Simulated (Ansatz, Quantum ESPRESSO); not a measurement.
# Evanescent states of MgO, rock salt type, lattice constant set to 4.029 Å, part 4 of 4

Aim: how fast states decay in the gap of MgO, rock salt type, lattice constant set to 4.029 Å.

Quantum ESPRESSO 7.5; plane-wave DFT, LDA, GBRV ultrasoft pseudopotentials; cross-check by Ansatz 0.2.0 with PAW datasets.

So far. Step 2 (Self-consistent run): The run needed 9 iterations to bring the estimated error under 1e-09 Ry.

## 6. The same in Ansatz

As a check, the same structure is run in Ansatz.

Level of this step: plane-wave DFT, LDA, Ansatz PAW (Ansatz 0.2.0).

File input.yaml:

```yaml
crystal:
  lattice:
    - [2.8489332214, 0.0, 0.0]
    - [0.0, 2.8489332214, 0.0]
    - [0.0, 0.0, 4.029]
  atoms:
    - { symbol: Mg, position: [0.0, 0.0, 0.0] }
    - { symbol: O, position: [0.5, 0.5, 0.0] }
    - { symbol: Mg, position: [0.5, 0.5, 0.5] }
    - { symbol: O, position: [0.0, 0.0, 0.5] }
kpoints:
  mp_grid: { grid: [8, 8, 6] }
hamiltonian:
  xc: lda
scf:
  occupations: { method: fixed }
  convergence: { dr2_threshold: 1.0e-09 }
output:
  transmission:
    leads: [[0, 0]]
    kpoints: [[0, 0], [0.5, 0], [0.5, 0.5], [0.25, 0]]
    e_range: [-1.92, 7.44]
    de: 0.24
```

The run is started by

```
> ansatz run input.yaml --threads 2 --pin off --max-ram 4096MiB --backend cpu --events-out ev --progress --plain --runs-dir out
```

Numbers of over 12 decimals in the logs are rounded to 6 here.

The log of the run:

```text
Engine: ansatz 0.2.0, x86_64-unknown-linux-gnu
Pseudopotentials: kind: paw
Pseudopotential: Mg, paw, valence charge 10, recommended cutoff 420 eV (normal), Mg.paw.azcp
Pseudopotential: O, paw, valence charge 6, recommended cutoff 420 eV (normal), O.paw.azcp
Functional definition: SPW92
  exchange = slater_x
  correlation = pw_c
Crystal: 4 atoms, lattice volume = 32.701 Å³
Basis set: ecut = 420 eV, 657 PW (Γ)
Bands: 20, of which v1, the nominal top of the filled ones, is band 16 counted from 1 (15 counted from 0)
Symmetry: 32 space group operations
Space group: Fm-3m (ITA 225), of the structure as read, at distance tolerance 3.2e-5 Å
k-points: 60 of 384
Non-local potential: Mg, projectors of the file, l = 0: 3, l = 1: 2, l = 2: 1
Non-local potential: O, projectors of the file, l = 0: 2, l = 1: 2, l = 2: 1
PAW form: soft (Blöchl's): semilocal exchange-correlation on the pseudo side does not see the compensation charge
PAW frozen core: Mg, regenerated for the run's functional, and the local potential with it (the file was generated under x = pbe(κ = 0.804, μ = 0.219515), c = pbe(β = 0.066725))
PAW frozen core: O, regenerated for the run's functional, and the local potential with it (the file was generated under x = pbe(κ = 0.804, μ = 0.219515), c = pbe(β = 0.066725))
PAW one-centre angular grid: Mg, 110 points (default); XC on 64 Gauss nodes
PAW one-centre angular grid: O, 110 points (default); XC on 64 Gauss nodes
Initial density: superposition of atomic densities (neutral atoms: chi_scale 0, normalization atom), corrected by the library's trained network
Initial wavefunctions: pseudopotential atomic-orbital guess
Functional: x = slater, c = lda
SCF iter   1: F=—  HF=-4919.981790 eV  |F-HF|=—  |Δ(HF+E_count)|=         —  Δρ=1.98e-2  dr2=9.72e-2  ethr=1.77e-3  ⟨swp⟩=4.6  Hψ=5019  notcnv=0  defer=91
preconditioner: auto → none  [insulator: Δε(μ)=5.912 eV  Ē_g=16.896 eV  n_scr=14 (ndim 8)  ℏωp=26.0 eV  f_vac=0.000  ε∞_Penn≈3.4]
SCF iter   2: F=—  HF=-4919.947729 eV  |F-HF|=—  |Δ(HF+E_count)|=   3.41e-2  Δρ=8.77e-3  dr2=1.17e-2  ethr=3.04e-4  ⟨swp⟩=2.0  Hψ=2262  notcnv=0  defer=117
SCF iter   3: F=—  HF=-4919.943034 eV  |F-HF|=—  |Δ(HF+E_count)|=   4.70e-3  Δρ=2.02e-3  dr2=7.15e-4  ethr=3.66e-5  ⟨swp⟩=2.0  Hψ=1770  notcnv=0  defer=118
SCF iter   4: F=—  HF=-4919.942653 eV  |F-HF|=—  |Δ(HF+E_count)|=   3.82e-4  Δρ=4.86e-4  dr2=3.29e-5  ethr=2.24e-6  ⟨swp⟩=2.3  Hψ=2214  notcnv=0  defer=108
SCF iter   5: F=—  HF=-4919.942634 eV  |F-HF|=—  |Δ(HF+E_count)|=   1.88e-5  Δρ=4.25e-5  dr2=2.73e-7  ethr=1.03e-7  ⟨swp⟩=2.0  Hψ=1654  notcnv=0
SCF iter   6: F=—  HF=-4919.942633 eV  |F-HF|=—  |Δ(HF+E_count)|=   8.39e-7  Δρ=2.19e-6  dr2=8.27e-10  ethr=3.13e-12  ⟨swp⟩=3.6  Hψ=4709  notcnv=0
SCF iter   7: F=-4919.942633 eV  HF=-4919.942633 eV  |F-HF|=1.82e-12  |Δ(HF+E_count)|=  3.82e-11  Δρ=1.70e-7  dr2=5.56e-12  ethr=2.59e-12  ⟨swp⟩=1.1  Hψ=2983  notcnv=0
SCF 1 converged in 7 iterations: F = -4919.942633 eV  dr2 = 5.56e-12
  greatest PAW one-centre occupation: 1.001 electrons in one spin orbital (limit 2), on the Mg atom at site 2 (counted from 0), in its partial waves of l = 1
transmission: 7 of 28 steps passed
transmission: 14 of 28 steps passed
transmission: 21 of 28 steps passed
transmission: 28 of 28 steps passed
SCF converged after 7 iterations
Free energy (F): -4919.942633 eV
Harris-Foulkes:  -4919.942633 eV  (|F-HF|=1.82e-12)
Internal energy: -4919.942633 eV  (E = F + TS)
E sigma→0 (E₀):  -4919.942633 eV
Fermi energy:    9.538869 eV
--- Per-component energies (eV) ---
  E_band       = -532.928243
  E_kinetic    = 517.773105
  E_local      = -3032.388297  (includes V_loc(G=0)·N_el)
  E_nonlocal   = 291.801175
  E_hartree    = 1044.033802
  E_xc         = -210.130415
  E_vxc        = -271.279736  (∫ρ·V_xc dr)
  E_paw        = -835.630926  (= ΣΔE_a)
  E_vpaw       = -126.907215  (= ΣTr[D̂ρ^β])
  E_aug_tail   = 0.005062  (compensation charges beyond the density's cutoff)
  E_ewald      = -2695.900941
  E_core_change = 0.494802  (= ΣΔE_core)
  E_smearing   = -0.000000  (= −TS)
  E_closure    = 0.000000  (closes the sum)
  Σ components = -4919.942633   (vs F -4919.942633, Δ=0.00e0)
--- Band table (eV; the first three rows and the last of 60) ---
  k-point 0: bands = [... 12 lower, 7.9839, 9.5389, 9.5389, 9.5389, 15.6059, 18.5644, 20.7555, 23.8909]
  k-point 1: bands = [... 12 lower, 8.0692, 8.9923, 9.4101, 9.4101, 16.1877, 18.8134, 20.7238, 23.9259]
  k-point 2: bands = [... 12 lower, 8.3131, 8.3131, 9.0815, 9.0815, 17.4862, 19.5578, 20.1670, 22.4692]
  k-point 59: bands = [... 12 lower, 6.1132, 6.1132, 7.4731, 7.4731, 21.8942, 21.8942, 21.8942, 21.8942]
--- Transmission ---
  basis      : 69 plane waves across, 7 finite elements along
  points     : 4, as listed
  energies   : 40 from -1.920000 to 7.440000 eV about the Fermi level, 0.240000 eV apart; the leads are filled to 3.033493 eV, and channels, transmission and decay are at 3.120000 eV
  crystal 0  : Mg2O2, at the sites [0, 0], period 4.0290 Å: whole cells are its period
    offset         : up to 0.0000 Å between an atom of the period and one for which it stands
    channels       : 0.000000e0 a spin
    conductance    : none, the energies end too early or step too widely for 300 K: set another output.transmission.e_range or a lower de, or, where they end at an eighth of basis.ecutwfc, a higher one
    slowest decay  : 0.3950 /Å at (0.0000, 0.0000)
```

Elapsed: 5.3 s, on 2 threads of Intel Xeon at 2.60GHz (Ice Lake), shared host; peak memory 0.35 GiB; 6.9 s of CPU time.

Numbers from this step:

- free energy: -4919.9426 eV
- gap by band count: 6.067 eV
- symmetry operations: 32
- slowest decay at the grid energy nearest mid-gap: 0.395 Å⁻¹
- peak of the smallest κ at the zone centre: 0.3950 Å⁻¹
- energy of the peak at the zone centre: 3.12 eV
- valence top, on the run's zero: 9.539 eV

K across = (0, 0) in the cell's reciprocal vectors; values within 0.0025 1/Å of each other count once, columns are sorted by size at each energy, a dash where no further value was kept. Im kz of the slowest decaying states against energy, zero at the highest filled level of the SCF mesh:

```csv
energy (eV),decay 1 (Å⁻¹),decay 2 (Å⁻¹),decay 3 (Å⁻¹)
-0.96,1.07,-,-
0.00,0.00682,0.0115,1.06
0.96,0.294,0.609,1.05
1.92,0.370,0.774,1.02
2.88,0.395,0.863,0.997
4.08,0.371,0.924,0.956
5.04,0.297,0.917,0.948
6.00,0.0832,0.870,0.903
6.96,0.746,0.816,0.954
```

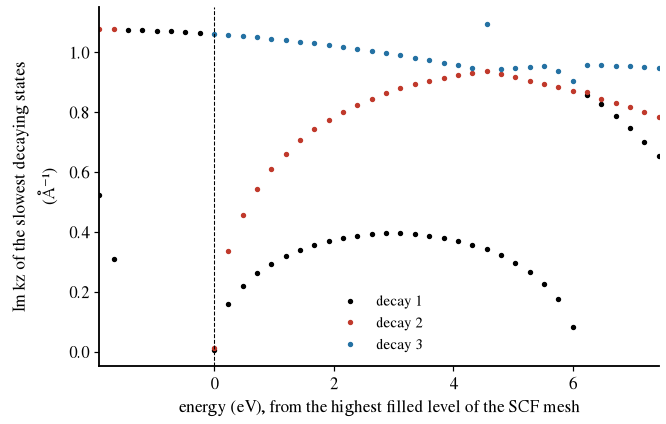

Im kz of the slowest decaying states, plotted against energy.

K across = (0, 0) in the cell's reciprocal vectors. Re kz of states that move upwards against energy, zero at the highest filled level of the SCF mesh:

```csv
energy (eV),channel 1 (Å⁻¹),channel 2 (Å⁻¹),channel 3 (Å⁻¹)
-0.96,-0.359,0.716,0.716
0.00,-,-,-
0.96,-,-,-
1.92,-,-,-
2.88,-,-,-
4.08,-,-,-
5.04,-,-,-
6.00,-,-,-
6.96,0.331,-,-
```

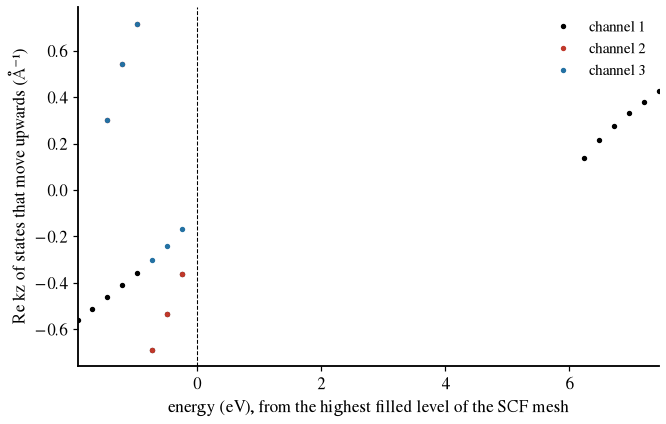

Re kz of states that move upwards against energy.

K across = (1/2, 0) in the cell's reciprocal vectors; values within 0.0025 1/Å of each other count once, columns are sorted by size at each energy, a dash where no further value was kept. The Im kz of the slowest decaying states by energy, zero at the highest filled level of the SCF mesh:

```csv
energy (eV),decay 1 (Å⁻¹),decay 2 (Å⁻¹)
-1.92,-,-
-1.20,1.33,-
-0.48,0.267,1.32
0.00,0.395,-
0.24,0.440,-
0.96,0.537,-
1.68,0.599,1.46
2.40,0.636,1.41
3.12,0.655,1.36
3.84,0.658,1.31
4.56,0.646,1.27
5.28,0.619,1.23
6.00,0.575,1.19
6.72,0.512,1.15
7.44,0.421,1.11
```

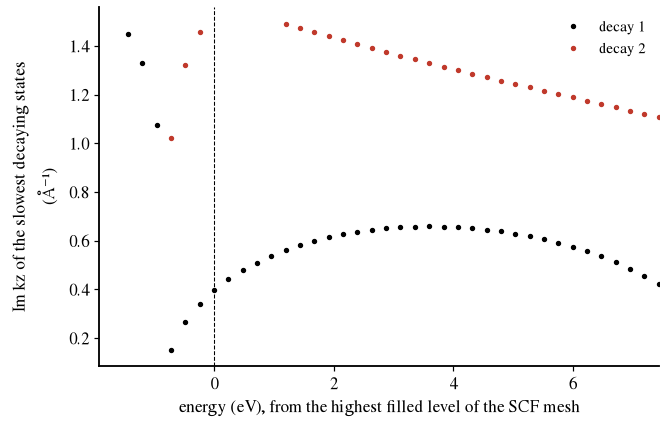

Im kz of the slowest decaying states, plotted against energy.

K across = (1/2, 1/2) in the cell's reciprocal vectors; values within 0.0025 1/Å of each other count once, columns are sorted by size at each energy, a dash where no further value was kept. The Im kz of the slowest decaying states by energy, zero at the highest filled level of the SCF mesh:

```csv
energy (eV),decay 1 (Å⁻¹),decay 2 (Å⁻¹)
-1.92,-,-
-1.44,0.150,0.222
-0.72,0.373,0.502
-0.24,0.445,0.581
0.00,0.472,0.610
0.24,0.495,0.633
0.72,0.531,0.670
1.44,0.567,0.708
1.92,0.582,0.724
2.40,0.591,0.735
3.12,0.594,0.743
3.60,0.591,0.744
4.08,0.584,0.741
4.80,0.565,0.731
5.28,0.547,0.721
5.76,0.525,0.708
6.24,0.497,0.691
6.96,0.444,0.660
7.44,0.399,0.634
```

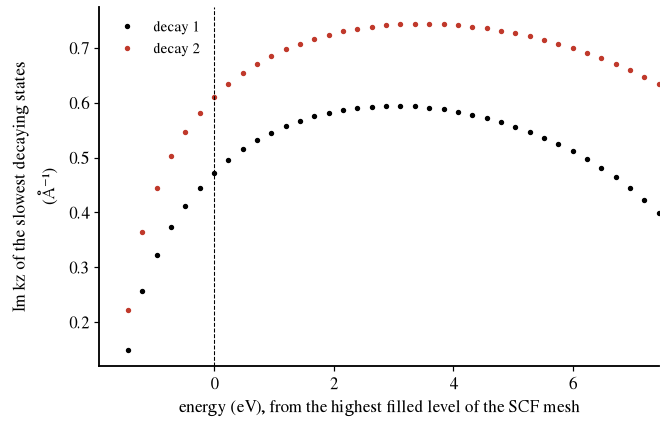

Im kz of the slowest decaying states, plotted against energy.

K across = (1/4, 0) in the cell's reciprocal vectors; values within 0.0025 1/Å of each other count once, columns are sorted by size at each energy, a dash where no further value was kept. Table of Im kz of the slowest decaying states by energy, zero at the highest filled level of the SCF mesh:

```csv
energy (eV),decay 1 (Å⁻¹),decay 2 (Å⁻¹),decay 3 (Å⁻¹)
-1.92,0.107,0.741,1.40
-1.20,0.216,1.34,-
-0.48,1.30,-,-
0.00,0.319,0.411,1.27
0.24,0.385,0.554,1.26
0.96,0.510,0.787,1.22
1.68,0.585,0.914,1.18
2.40,0.632,0.995,1.15
3.12,0.659,1.05,1.11
3.84,0.670,1.08,1.09
4.56,0.668,1.04,1.12
5.28,0.650,1.01,1.14
6.00,0.617,0.967,1.15
6.72,0.561,0.923,1.16
7.44,0.466,0.874,1.16
```

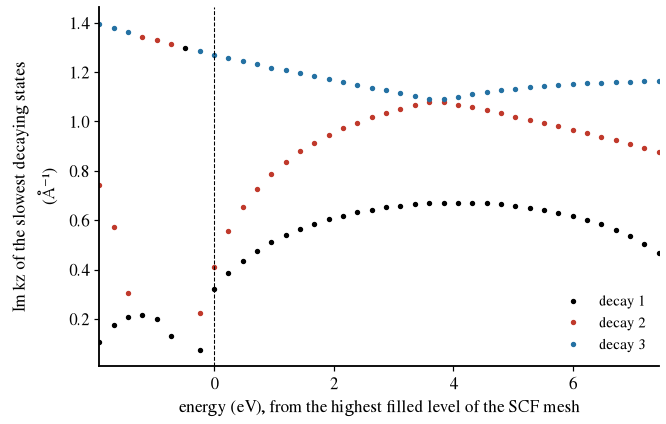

Im kz of the slowest decaying states, plotted against energy.

## 7. The arithmetic

T falls as exp(−2κd). With κ = 0.396 1/Å, 10 Å of barrier pass exp(−2 × 0.396 × 10) = 3.6e-4 of that channel, interfaces aside.

## 8. Outcome

```
gap on the SCF mesh                                                  : 6.09 eV
smallest κ at mid-gap among the four k points, at the zone centre    : 0.396 Å⁻¹
peak of the smallest κ in the stop band at the zone centre           : 0.396 Å⁻¹
energy of the peak at the zone centre, over the highest filled level : 2.88 eV
peak at the zone centre by Ansatz                                    : 0.395 Å⁻¹
```

**Reading.** With a gap of 6.09 eV on the mesh, the smallest κ at mid-gap among the four k points, at the zone centre is 0.396 Å⁻¹ (LDA, GBRV ultrasoft). For a barrier with the Fermi level at mid-gap the slowest state found, at the zone centre, loses a factor of ten in probability every 2.9 Å or so. Stop bands away from the zone centre are mostly wider than the gap, so their peaks can lie above the conduction bottom. At the zone centre pwcond's peak is 0.396 and Ansatz's 0.395 1/Å, 0 % apart. The cell is the a/√2 one, turned by 45°, with two primitive cells, so X along [001] folds onto kz = 0. A semilocal gap is too small, often by a third to a half and by more in narrow-gap crystals, so real barriers decay faster.

[Logs are printed without paths, hosts, clocks, repeated set-up lines and the standing remarks that a program may print on its own settings, such as how far it seeks lower states.]

[Hosts, paths, dates, database ids (printed as entryN), source tags and the programs' standing remarks are cut or masked in the printed files.]

[Maps of the electrostatic potential energy from Ansatz leave out the sawtooth potential of an applied field or a dipole correction, so their vacuum need not be flat; planar profiles and work functions include it.]
